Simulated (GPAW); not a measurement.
## free-standing square Nb monolayer, spacing 3.288 A: a ladder in the smearing

Wanted: the cheapest choice of the smearing that holds the magnetic results of free-standing square Nb monolayer, spacing 3.288 A.

Calculated with GPAW 26.7.0; PBE; plane waves with GPAW's PAW setups, scalar-relativistic.

## 1. Set-up

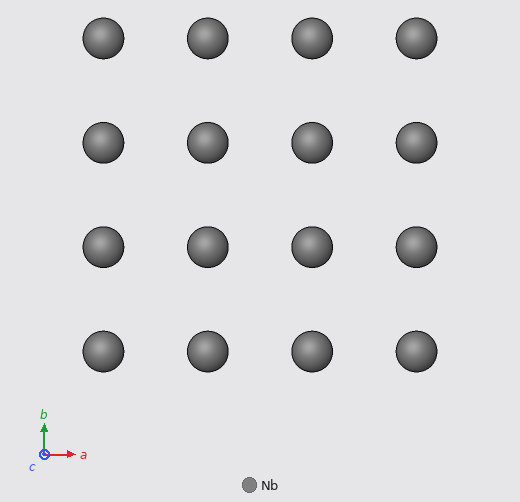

Start, viewed from above; niobium grey. 3×3×1 cells are drawn. Some periodic images of atoms are drawn too.

The cell holds 1 atom: 1 Nb. Its edges and angles: a = 3.288 Å, b = 3.288 Å, c = 14.000 Å, α = 90.0°, β = 90.0°, γ = 90.0°. model lattice. Vacuum lies along c.

As a file:

```cif
data_structure
_symmetry_space_group_name_H-M 'P 1'
_symmetry_Int_Tables_number 1
_cell_length_a 3.2880
_cell_length_b 3.2880
_cell_length_c 14.0000
_cell_angle_alpha 90.000
_cell_angle_beta 90.000
_cell_angle_gamma 90.000
_cell_volume 151.35
loop_
_atom_site_label
_atom_site_type_symbol
_atom_site_fract_x
_atom_site_fract_y
_atom_site_fract_z
_atom_site_occupancy
Nb1 Nb 0.00000 0.00000 0.50000 1
```

## 2. Rung 1 (width 0.4 eV), start ferro +

A wide smearing converges easily but acts like a high temperature on the moments; each rung narrows it.

order1.py reads:

```python
import json
import numpy as np
from ase import Atoms
from ase.parallel import paropen, parprint
from gpaw import GPAW

atoms = Atoms(['Nb'],
    cell=[[3.288, 0.0, 0.0],
         [0.0, 3.288, 0.0],
         [0.0, 0.0, 14.0]],
    scaled_positions=[[0.0, 0.0, 0.5]],
    pbc=True,
    magmoms=[1.0])
atoms.calc = GPAW(mode={'name': 'pw', 'ecut': 550},
    xc='PBE',
    kpts={'size': (8, 8, 1), 'gamma': True},
    occupations={'name': 'fermi-dirac', 'width': 0.4},
    convergence={'density': 1e-05, 'energy': 1e-05},
    maxiter=200,
    symmetry={'tolerance': 1e-4},
    txt='order1.txt')
e = atoms.get_potential_energy(force_consistent=True)
res = {'free_energy': e, 'energy_sigma0': atoms.get_potential_energy(), 'fermi_energy': atoms.calc.get_fermi_level()}
res['moments'] = atoms.get_magnetic_moments().tolist()
res['total'] = atoms.get_magnetic_moment()
parprint('site moments (muB):', np.round(res['moments'], 3))
parprint(f"total moment: {res['total']:.3f} muB")
parprint(f'free energy: {e:.6f} eV')
atoms.calc.write('order1.gpw')
with paropen('results.json', 'w') as f:
    json.dump(res, f)
```

Run with:

```bash
> OMP_NUM_THREADS=1 python3 order1.py > order1.log
```

The log of the run:

```text
site moments (muB): [0.769]
total moment: 1.262 muB
free energy: -6.723722 eV

--- order1.txt ---
Input parameters:
  mode=PW(ecut=550),
  convergence={'density': 1e-05, 'energy': 1e-05},
  kpts=MonkhorstPack(size=(8, 8, 1), gamma=True),
  maxiter=200,
  occupations=Occupations(name='fermi-dirac', width=0.4),
  symmetry=Symmetry(tolerance=0.0001),
  xc=XC(name='PBE')

Diagonalizing LCAO Hamiltonian
Converting LCAO to pw mode
   .-------.
  /|       |
 * |       |
 | |       |
 | |       |
 | |       |
 | |       |
 | |       |
 | |       |
 | |       |
 Nb|       |
 | |       |
 | |       |
 | |       |
 | |       |
 | |       |
 | |       |
 | .-------.
 |/       /
 *-------*

Atoms  # Å, Bohr magnetons
|   | symbol |        x |        y |        z |    initial magnetic moments |
|---|--------|----------|----------|----------|-----------------------------|
| 0 |     Nb | 0.000000 | 0.000000 | 7.000000 | ( 0.0000,  0.0000,  1.0000) |

Unit cell  # Å
| periodic |        x |        y |         z |   lengths |    angles |
|----------|----------|----------|-----------|-----------|-----------|
|      yes | 3.288000 | 0.000000 |  0.000000 |  3.288000 | 90.000000 |
|      yes | 0.000000 | 3.288000 |  0.000000 |  3.288000 | 90.000000 |
|      yes | 0.000000 | 0.000000 | 14.000000 | 14.000000 | 90.000000 |

Number of symmetries: 16

BZ-sampling:
  Number of BZ points: 64
  Number of IBZ points: 15

  Monkhorst-Pack size: [8, 8, 1]
  Monkhorst-Pack shift: [0.0625, 0.0625, 0.0]

Plane wave coefficients: 4456
Cutoff: 550.0 eV

Spin-components: 2 (collinear spins)
Bands:           13
Projectors:      6
Spin-degeneracy: 1
Datatype:        complex128

Parallelization:
  kpt:    1
  domain: 1
  band:   1

Density:
  Valence electrons: 13.0
  Components: 2
  Grid points: [18 18 80]
  Charge: 0.0  # |e|

Potential:
  Grid points: [18 18 80]

[... setups left out ...]
Reference energy: -103906.147789  # eV

eigensolver:
  PPCG
  Converge bands: occupied
  niter=2

density mixing:
  MSR1-Mixer
  Pratt-step length: 0.05
  Maximum mixing coefficient: 0.75
  Old densities: 10
  SVD Regularization: 0.005
  Good broyden scale: 1.0
  Trust region scale: 1.0
  Backstep threshold: 4.0
  History deletion threshold: 6.0
  Fourier metric: weight=20.0, sigma=0.015

occupation numbers:
  Fermi-Dirac:
    width: 0.4000  # eV

poisson solver:
  ecut: 4400.0  # eV

xc functional:
  name: PBE with 2 nearest neighbor stencil

convergence criteria:
- Maximum integral of absolute [dens]ity change: 1e-05 electrons / valence electron
- Maximum [total energy] change in last 3 cyles: 1e-05 eV / valence electron
- Maximum integral of absolute [eigenst]ate change: 4e-08 eV^2 / valence electron
maximum number of iterations: 200

SCF iterations
|iter     |      energy | eigst |  dens |  magmom |
|---------|-------------|-------|-------|---------|
|iter:   1|       0s |   -6.004885 | -0.18 |       |  +0.9868|
|iter:   2|       1s |   -5.975910 | -1.54 | -1.04 |  +0.9770|
|iter:   3|       2s |   -5.853195 | -1.85 | -1.08 |  +0.8622|
|iter:   4|       3s |   -5.850810 | -2.15 | -1.58 |  +0.8242|
|iter:   5|       5s |   -5.854469 | -2.97 | -1.78 |  +0.8102|
|iter:   6|       6s |   -5.860684 | -3.50 | -2.02 |  +0.7864|
|iter:   7|       7s |   -5.864432 | -3.97 | -2.45 |  +0.7931|
|iter:   8|       8s |   -5.870709 | -3.66 | -2.61 |  +0.8198|
|iter:   9|      10s |   -5.877720 | -3.61 | -2.48 |  +0.8701|
|iter:  10|      11s |   -5.885317 | -3.85 | -2.38 |  +0.9552|
|iter:  11|      12s |   -5.893074 | -4.13 | -2.38 |  +1.0561|
|iter:  12|      14s |   -5.896113 | -3.79 | -2.41 |  +1.1630|
|iter:  13|      15s |   -5.897627 | -4.99 | -2.85 |  +1.1770|
|iter:  14|      17s |   -5.904632 | -4.43 | -3.06 |  +1.2664|
|iter:  15|      19s |   -5.903361 | -5.20 | -3.22 |  +1.2534|
|iter:  16|      20s |   -5.902065 | -5.54 | -3.55 |  +1.2380|
|iter:  17|      21s |   -5.903915 | -5.53 | -3.56 |  +1.2605|
|iter:  18|      23s |   -5.904151 | -6.58 | -4.12 |  +1.2630|
|iter:  19|      24s |   -5.904015 | -7.28 | -4.42 |  +1.2614|
|iter:  20|      25s |   -5.904069 | -7.52c| -4.95 |  +1.2620|
|iter:  21|      26s |   -5.904062c| -8.09c| -5.52c|  +1.2619|

Converged in 21 steps
Energy contributions relative to reference atoms: (reference = -103906.147789)

Energy contributions:
  Kinetic:         -14.500131
  Coulomb:           9.339756
  Zero:             -0.075388
  External:          0.000000
  Xc:                0.151361
  Entropy:          -1.639319
  Spinorbit:         0.000000
  ----------------------------
  Free energy:      -6.723722
  Extrapolated:     -5.904062

dipole moment: (-11.989374, -11.989374, 0.000001)  # |e|*Ang

Total magnetic moment: (0.000000, 0.000000, 1.261916)

Local magnetic moments
|        x |        y |        z |
|----------|----------|----------|
| 0.000000 | 0.000000 | 0.769319 |  # Nb   0

Fermi level: -2.160
Eigenvalues  # (at kpt = [0.000, 0.000, 0.000])
| band index |      eig [eV] | occ [0-1] |      eig [eV] | occ [0-1] |
|------------|---------------|-----------|---------------|-----------|
|          0 |       -57.810 |     1.000 |       -57.258 |     1.000 |
|          1 |       -34.127 |     1.000 |       -33.307 |     1.000 |
|          2 |       -33.670 |     1.000 |       -33.136 |     1.000 |
|          3 |       -33.670 |     1.000 |       -33.136 |     1.000 |
|          4 |        -5.549 |     1.000 |        -5.166 |     0.999 |
|          5 |        -3.653 |     0.977 |        -3.125 |     0.918 |
|          6 |        -2.900 |     0.864 |        -1.856 |     0.318 |
|          7 |        -1.394 |     0.128 |        -0.845 |     0.036 |
|          8 |        -1.090 |     0.064 |        -0.280 |     0.009 |
|          9 |        -1.090 |     0.064 |        -0.280 |     0.009 |
|         10 |        -0.059 |     0.005 |         0.460 |     0.001 |
|         11 |         1.634 |     0.000 |         1.809 |     0.000 |
|         12 |         2.662 |     0.000 |         2.864 |     0.000 |

No gap
No difference between direct/indirect transitions
```

Run time: 30 s. Hardware: 1 MPI rank of Intel Xeon 6975P-C (Granite Rapids), shared host; peak memory 0.23 GiB.

Spin moment in the augmentation sphere by atom:

```csv
atom,spin moment in the augmentation sphere (μB)
Nb1,0.769
```

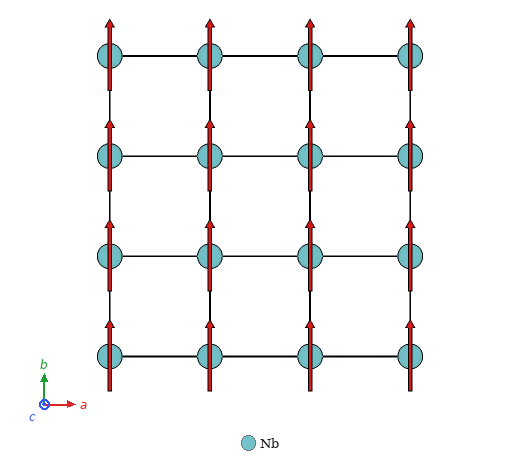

Spin moment in the augmentation sphere as arrows, the longest 0.769 μB. Up and down stand for the sign. Arrows give size and sign along the axis of quantisation, drawn up and down the page. 3×3×1 cells are drawn. Some periodic images of atoms are drawn too.

Numbers from this step:

```
magnetization : 1.262 μB
final state   : ferromagnetic
```

After 21 cycles the largest moment stands at 0.769 μB.

## 3. Rung 1 (width 0.4 eV), start antiferro q=(0,1/2,0) +-

The second start gives the energy difference between the two end states, the quantity that is followed up the ladder. Its q is in fractions of the reciprocal vectors of the first run's cell.

order2.py is the script of step 2 with these lines changed:

```diff
@@ -6,12 +6,13 @@
 
-atoms = Atoms(['Nb'],
+atoms = Atoms(['Nb', 'Nb'],
     cell=[[3.288, 0.0, 0.0],
-         [0.0, 3.288, 0.0],
+         [0.0, 6.576, 0.0],
          [0.0, 0.0, 14.0]],
-    scaled_positions=[[0.0, 0.0, 0.5]],
+    scaled_positions=[[0.0, 0.0, 0.5],
+         [0.0, 0.5, 0.5]],
     pbc=True,
-    magmoms=[1.0])
+    magmoms=[1.0, -1.0])
 atoms.calc = GPAW(mode={'name': 'pw', 'ecut': 550},
     xc='PBE',
-    kpts={'size': (8, 8, 1), 'gamma': True},
+    kpts={'size': (8, 4, 1), 'gamma': True},
     occupations={'name': 'fermi-dirac', 'width': 0.4},
@@ -20,3 +21,3 @@
     symmetry={'tolerance': 1e-4},
-    txt='order1.txt')
+    txt='order2.txt')
 e = atoms.get_potential_energy(force_consistent=True)
@@ -28,3 +29,3 @@
 parprint(f'free energy: {e:.6f} eV')
-atoms.calc.write('order1.gpw')
+atoms.calc.write('order2.gpw')
 with paropen('results.json', 'w') as f:
```

Run with:

```bash
> OMP_NUM_THREADS=1 python3 order2.py > order2.log
```

The log of the run:

```text
site moments (muB): [ 1.267 -1.267]
total moment: -0.000 muB
free energy: -13.520968 eV

--- order2.txt ---
Input parameters:
  mode=PW(ecut=550),
  convergence={'density': 1e-05, 'energy': 1e-05},
  kpts=MonkhorstPack(size=(8, 4, 1), gamma=True),
  maxiter=200,
  occupations=Occupations(name='fermi-dirac', width=0.4),
  symmetry=Symmetry(tolerance=0.0001),
  xc=XC(name='PBE')

Diagonalizing LCAO Hamiltonian
Converting LCAO to pw mode
     .-------.
    /|       |
   / |       |
  /  |       |
 *   |       |
 |   |       |
 |   |       |
 |   |       |
 |   |       |
 |   |       |
 | Nb|       |
 |   |       |
 Nb  |       |
 |   |       |
 |   |       |
 |   |       |
 |   |       |
 |   .-------.
 |  /       /
 | /       /
 |/       /
 *-------*

Atoms  # Å, Bohr magnetons
|   | symbol |        x |        y |        z |    initial magnetic moments |
|---|--------|----------|----------|----------|-----------------------------|
| 0 |     Nb | 0.000000 | 0.000000 | 7.000000 | ( 0.0000,  0.0000,  1.0000) |
| 1 |     Nb | 0.000000 | 3.288000 | 7.000000 | ( 0.0000,  0.0000, -1.0000) |

Number of symmetries: 8

BZ-sampling:
  Number of BZ points: 32
  Number of IBZ points: 15

  Monkhorst-Pack size: [8, 4, 1]
  Monkhorst-Pack shift: [0.0625, 0.125, 0.0]

Plane wave coefficients: 8910
Cutoff: 550.0 eV

Spin-components: 2 (collinear spins)
Bands:           20
Projectors:      12
Spin-degeneracy: 1
Datatype:        complex128

Parallelization:
  kpt:    1
  domain: 1
  band:   1

Density:
  Valence electrons: 26.0
  Components: 2
  Grid points: [18 36 80]
  Charge: 0.0  # |e|

Potential:
  Grid points: [18 36 80]

[...]
|iter:  20|      77s |  -12.042716c| -6.53 | -5.11c|  -0.0001|
|iter:  21|      81s |  -12.042684c| -6.89 | -5.33c|  -0.0001|
|iter:  22|      83s |  -12.042705c| -7.23 | -5.39c|  -0.0001|
|iter:  23|      86s |  -12.042736c| -7.46c| -5.58c|  -0.0000|

Converged in 23 steps
Energy contributions relative to reference atoms: (reference = -207812.295578)

Energy contributions:
  Kinetic:         -26.710797
  Coulomb:          17.095739
  Zero:             -0.169417
  External:          0.000000
  Xc:               -0.780029
  Entropy:          -2.956464
  Spinorbit:         0.000000
  ----------------------------
  Free energy:     -13.520968
  Extrapolated:    -12.042736

dipole moment: (-23.968289, -23.968289, 0.000003)  # |e|*Ang

Total magnetic moment: (0.000000, 0.000000, -0.000028)

Local magnetic moments
|        x |        y |         z |
|----------|----------|-----------|
| 0.000000 | 0.000000 |  1.266545 |  # Nb   0
| 0.000000 | 0.000000 | -1.266557 |  # Nb   1

Fermi level: -2.141
Eigenvalues  # (at kpt = [0.000, 0.000, 0.000])
| band index |      eig [eV] | occ [0-1] |      eig [eV] | occ [0-1] |
|------------|---------------|-----------|---------------|-----------|
|          0 |       -57.849 |     1.000 |       -57.849 |     1.000 |
|        ... |               |           |               |           |
|          5 |       -32.931 |     1.000 |       -32.931 |     1.000 |
|          6 |       -32.894 |     1.000 |       -32.894 |     1.000 |
|          7 |       -32.854 |     1.000 |       -32.854 |     1.000 |
|          8 |        -5.364 |     1.000 |        -5.364 |     1.000 |
[...]
|         16 |        -1.056 |     0.062 |        -1.056 |     0.062 |
|         17 |        -1.018 |     0.057 |        -1.018 |     0.057 |
|         18 |        -0.395 |     0.013 |        -0.395 |     0.013 |
|         19 |         0.192 |     0.003 |         0.192 |     0.003 |

No gap
No difference between direct/indirect transitions
```

Run time: 94 s. Hardware: 1 MPI rank; peak memory 0.37 GiB.

Spin moment in the augmentation sphere by atom:

```csv
atom,spin moment in the augmentation sphere (μB)
Nb1,1.27
Nb2,-1.27
```

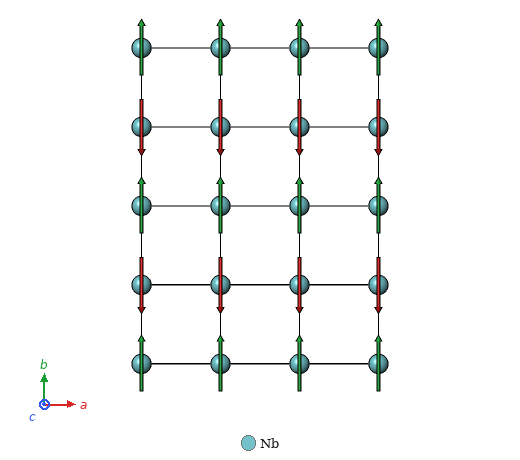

Spin moment in the augmentation sphere as arrows, the longest 1.27 μB. Up and down stand for the sign. Arrows give size and sign along the axis of quantisation, drawn up and down the page. The two directions have two colours. 3×2×1 cells are drawn. Some periodic images of atoms are drawn too.

Numbers from this step:

| Item | Value |
| --- | --- |
| magnetization | 0 μB |
| final state | antiferromagnetic |

This start lies -36.8 meV a seeded atom from the first; its largest moment is 1.27 μB.

## 4. Rung 2 (width 0.2 eV), start ferro +

order1.py is the script of step 2 with these lines changed:

```diff
@@ -16,3 +16,3 @@
     kpts={'size': (8, 8, 1), 'gamma': True},
-    occupations={'name': 'fermi-dirac', 'width': 0.4},
+    occupations={'name': 'fermi-dirac', 'width': 0.2},
     convergence={'density': 1e-05, 'energy': 1e-05},
```

Run with:

```bash
> OMP_NUM_THREADS=1 python3 order1.py > order1.log
```

The log of the run:

```text
site moments (muB): [1.53]
total moment: 2.556 muB
free energy: -6.140960 eV

--- order1.txt ---
Input parameters:
  mode=PW(ecut=550),
  convergence={'density': 1e-05, 'energy': 1e-05},
  kpts=MonkhorstPack(size=(8, 8, 1), gamma=True),
  maxiter=200,
  occupations=Occupations(name='fermi-dirac', width=0.2),
  symmetry=Symmetry(tolerance=0.0001),
  xc=XC(name='PBE')

Diagonalizing LCAO Hamiltonian
[...]
|          3 |       -33.831 |     1.000 |       -32.708 |     1.000 |
|          4 |        -5.700 |     1.000 |        -4.863 |     1.000 |
[...]
|          9 |        -1.349 |     0.023 |         0.348 |     0.000 |
|         10 |        -0.200 |     0.000 |         0.778 |     0.000 |
|         11 |         1.596 |     0.000 |         2.021 |     0.000 |
|         12 |         2.602 |     0.000 |         3.129 |     0.000 |

No gap
No difference between direct/indirect transitions


[key lines of the parts left out:]
Free energy:      -6.140960
Converged in 19 steps
dipole moment: (-11.989169, -11.989169, 0.000001)  # |e|*Ang
Fermi level: -2.102
```

It took 27 s on 1 MPI rank; peak memory 0.23 GiB.

Numbers from this step:

| Property | Result |
| --- | --- |
| magnetization | 2.556 μB |
| final state | ferromagnetic |
| largest moment | 1.530 μB |

The largest moment moves by +0.76 μB from rung 1, at 0.88 times its CPU time.

## 5. Rung 2 (width 0.2 eV), start antiferro q=(0,1/2,0) +-

order2.py is the script of step 3 with these lines changed:

```diff
@@ -17,3 +17,3 @@
     kpts={'size': (8, 4, 1), 'gamma': True},
-    occupations={'name': 'fermi-dirac', 'width': 0.4},
+    occupations={'name': 'fermi-dirac', 'width': 0.2},
     convergence={'density': 1e-05, 'energy': 1e-05},
```

Run with:

```bash
> OMP_NUM_THREADS=1 python3 order2.py > order2.log
```

The log of the run:

```text
site moments (muB): [ 1.739 -1.739]
total moment: 0.000 muB
free energy: -12.445118 eV

--- order2.txt ---
Input parameters:
  mode=PW(ecut=550),
  convergence={'density': 1e-05, 'energy': 1e-05},
  kpts=MonkhorstPack(size=(8, 4, 1), gamma=True),
  maxiter=200,
  occupations=Occupations(name='fermi-dirac', width=0.2),
  symmetry=Symmetry(tolerance=0.0001),
  xc=XC(name='PBE')

Diagonalizing LCAO Hamiltonian
[...]
|          7 |       -32.497 |     1.000 |       -32.497 |     1.000 |
|          8 |        -5.355 |     1.000 |        -5.355 |     1.000 |
[...]
|         16 |        -0.963 |     0.003 |        -0.963 |     0.003 |
|         17 |        -0.711 |     0.001 |        -0.711 |     0.001 |
|         18 |        -0.073 |     0.000 |        -0.073 |     0.000 |
|         19 |         0.598 |     0.000 |         0.598 |     0.000 |

No gap
No difference between direct/indirect transitions


[key lines of the parts left out:]
Free energy:     -12.445118
Converged in 18 steps
dipole moment: (-23.963348, -23.963346, 0.000003)  # |e|*Ang
Fermi level: -2.150
```

Run time: 75 s. Hardware: 1 MPI rank; peak memory 0.37 GiB.

This step gave:

```
magnetization  : 0 μB
final state    : antiferromagnetic
largest moment : 1.739 μB
```

This start lies -81.6 meV a seeded atom from the first, a change of -44.8 meV since rung 1; its largest moment is 1.74 μB.

## 6. Rung 3 (width 0.1 eV), start ferro +

order1.py is the script of step 4 with these lines changed:

```diff
@@ -16,3 +16,3 @@
     kpts={'size': (8, 8, 1), 'gamma': True},
-    occupations={'name': 'fermi-dirac', 'width': 0.2},
+    occupations={'name': 'fermi-dirac', 'width': 0.1},
     convergence={'density': 1e-05, 'energy': 1e-05},
```

Run with:

```bash
> OMP_NUM_THREADS=1 python3 order1.py > order1.log
```

The log of the run:

```text
site moments (muB): [1.657]
total moment: 2.770 muB
free energy: -6.017754 eV

--- order1.txt ---
Input parameters:
  mode=PW(ecut=550),
  convergence={'density': 1e-05, 'energy': 1e-05},
  kpts=MonkhorstPack(size=(8, 8, 1), gamma=True),
  maxiter=200,
  occupations=Occupations(name='fermi-dirac', width=0.1),
  symmetry=Symmetry(tolerance=0.0001),
  xc=XC(name='PBE')

Diagonalizing LCAO Hamiltonian
[...]
|          3 |       -33.886 |     1.000 |       -32.637 |     1.000 |
|          4 |        -5.741 |     1.000 |        -4.819 |     1.000 |
[...]
|          9 |        -1.400 |     0.000 |         0.428 |     0.000 |
|         10 |        -0.237 |     0.000 |         0.798 |     0.000 |
|         11 |         1.595 |     0.000 |         2.060 |     0.000 |
|         12 |         2.597 |     0.000 |         3.178 |     0.000 |

No gap
No difference between direct/indirect transitions


[key lines of the parts left out:]
Free energy:      -6.017754
Converged in 18 steps
dipole moment: (-11.989472, -11.989472, 0.000001)  # |e|*Ang
Fermi level: -2.166
```

Wall time 24 s (1 MPI rank); peak memory 0.23 GiB.

Read from the output:

```
magnetization  : 2.770 μB
final state    : ferromagnetic
largest moment : 1.657 μB
```

The largest moment moves by +0.13 μB from rung 2, at 0.91 times its CPU time.

## 7. Rung 3 (width 0.1 eV), start antiferro q=(0,1/2,0) +-

order2.py is the script of step 5 with these lines changed:

```diff
@@ -17,3 +17,3 @@
     kpts={'size': (8, 4, 1), 'gamma': True},
-    occupations={'name': 'fermi-dirac', 'width': 0.2},
+    occupations={'name': 'fermi-dirac', 'width': 0.1},
     convergence={'density': 1e-05, 'energy': 1e-05},
```

Run with:

```bash
> OMP_NUM_THREADS=1 python3 order2.py > order2.log
```

The log of the run:

```text
site moments (muB): [ 1.792 -1.792]
total moment: 0.000 muB
free energy: -12.174395 eV

--- order2.txt ---
Input parameters:
  mode=PW(ecut=550),
  convergence={'density': 1e-05, 'energy': 1e-05},
  kpts=MonkhorstPack(size=(8, 4, 1), gamma=True),
  maxiter=200,
  occupations=Occupations(name='fermi-dirac', width=0.1),
  symmetry=Symmetry(tolerance=0.0001),
  xc=XC(name='PBE')

Diagonalizing LCAO Hamiltonian
[...]
|          7 |       -32.416 |     1.000 |       -32.416 |     1.000 |
|          8 |        -5.371 |     1.000 |        -5.371 |     1.000 |
[...]
|         16 |        -0.965 |     0.000 |        -0.965 |     0.000 |
|         17 |        -0.660 |     0.000 |        -0.660 |     0.000 |
|         18 |         0.001 |     0.000 |         0.001 |     0.000 |
|         19 |         0.619 |     0.000 |         0.619 |     0.000 |

No gap
No difference between direct/indirect transitions


[key lines of the parts left out:]
Free energy:     -12.174395
Converged in 18 steps
dipole moment: (-23.963444, -23.963444, 0.000003)  # |e|*Ang
Fermi level: -2.182
```

Wall time 71 s (1 MPI rank); peak memory 0.37 GiB.

This step gave:

* magnetization: 0 μB
* final state: antiferromagnetic
* largest moment: 1.792 μB

This start lies -69.4 meV a seeded atom from the first, a change of +12.2 meV since rung 2; its largest moment is 1.79 μB.

(Part 1 of 2 ends here.)

[Logs and program files are shortened in this print: banners, set-up blocks, solver, clock and traceback lines can be left out without a mark of their own.]

[Logs are printed without paths, hosts, clocks, repeated set-up lines and the standing remarks that a program may print on its own settings, such as how far it seeks lower states.]

[Hosts, paths, dates, database ids (printed as entryN), source tags and the programs' standing remarks are cut or masked in the printed files.]

[Where a cell is said to come from a database of computed structures, the database is the Materials Project.]
